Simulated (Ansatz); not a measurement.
# SnS (slab): what the fields show

```
CELL_PARAMETERS angstrom
3.98448 0.00000 0.00000
0.00000 11.87671 0.00000
0.00000 0.00000 29.85908
ATOMIC_POSITIONS crystal
S 0.25000 0.59174 0.26030
S 0.25000 0.09176 0.26036
Sn 0.25000 0.77521 0.30686
Sn 0.25000 0.27522 0.30690
Sn 0.75000 0.50553 0.30629
Sn 0.75000 0.00553 0.30635
S 0.75000 0.69195 0.35554
S 0.75000 0.19198 0.35558
S 0.25000 0.44725 0.38699
S 0.25000 0.94726 0.38697
Sn 0.25000 0.63744 0.43306
Sn 0.25000 0.13745 0.43307
Sn 0.75000 0.36361 0.43761
Sn 0.75000 0.86360 0.43759
S 0.75000 0.55375 0.48298
S 0.75000 0.05371 0.48298
S 0.25000 0.31165 0.51702
S 0.25000 0.81161 0.51702
Sn 0.25000 0.50177 0.56240
Sn 0.25000 0.00175 0.56239
Sn 0.75000 0.22793 0.56694
Sn 0.75000 0.72793 0.56695
S 0.75000 0.41813 0.61303
S 0.75000 0.91814 0.61302
S 0.25000 0.17341 0.64441
S 0.25000 0.67344 0.64446
Sn 0.25000 0.35984 0.69365
Sn 0.25000 0.85984 0.69372
Sn 0.75000 0.09015 0.69310
Sn 0.75000 0.59016 0.69314
S 0.75000 0.27362 0.73964
S 0.75000 0.77362 0.73970
```

Computed with DFT PBEsol, scalar-relativistic, plane waves, PAW in Ansatz 0.2.0.

The density is the valence pseudo-density of a PAW calculation; it isn't the true density close to the nuclei.

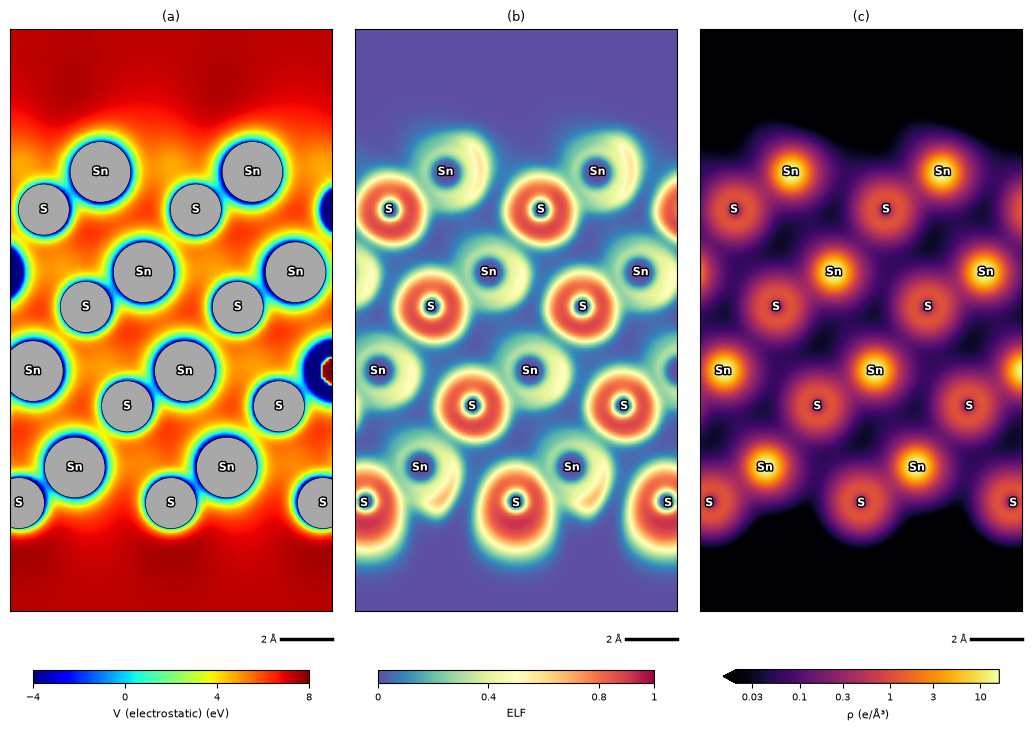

Figure 1. (a) electrostatic potential (local pseudopotential plus Hartree) felt by an electron; (b) electron localisation function; (c) valence electron density on the (100) plane of the calculation cell, a cut from vacuum to vacuum. Grey discs cover the atomic cores in the potential map.

Question: What do the fields say about this system?

Answer: The section cuts through S and Sn sites. Sn–S (2.58 Å): the density is about 0.43 e/Å³ at the midpoint; the ELF peaks at about 0.85 in the valence shell of S, 0.8 Å from its nucleus, and is about 0.50 at the midpoint. Sn–S (2.64 Å): the density is about 0.38 e/Å³ at the midpoint; the ELF peaks at about 0.85 in the valence shell of S, 0.8 Å from its nucleus, and is about 0.50 at the midpoint. Sn–S (2.66 Å): ρ is about 0.37 e/Å³ halfway; the ELF peaks at about 0.85 in the valence shell of S, 0.8 Å from its nucleus, and is about 0.50 at the midpoint. The density dies away to nearly zero in the vacuum. The ELF also peaks beside S, away from the bonds: lone-pair regions. Outside the cores the potential energy rises away from the atoms and is highest in the vacuum; its zero is arbitrary.

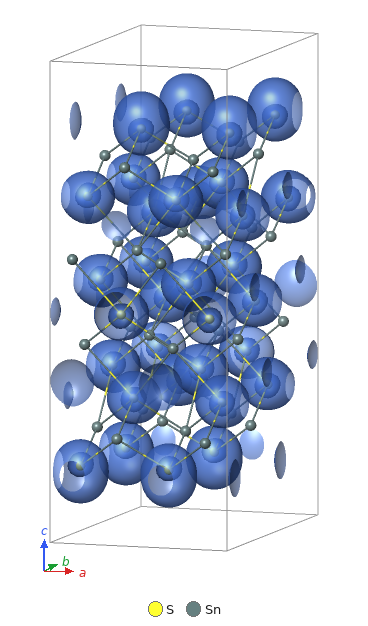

Figure 2. Isosurface of the electron localisation function at 0.7 (blue), seen slightly off an axis. Only the valence region is drawn (cores and ρ < 0.01 e/Å³ removed). Sticks mark near contacts.

Question: Where are the electrons localised?

Answer: The surface consists of 16 regions wrapped around S (the valence shell of each), counted in one cell of 32 atoms. Counts are for one cell; the picture repeats the cell along the surface. Profiles from the grid: Sn–S (2.63 Å): the ELF peaks at about 0.85 in the valence shell of S, 0.8 Å from its nucleus, and is about 0.50 at the midpoint.

Question: Does the calculation make it a metal, or give it a gap?

Answer: It is gapped, with a Kohn–Sham gap of 0.64 eV on the k-point mesh (the band edges may lie off the mesh, which would make the gap smaller).
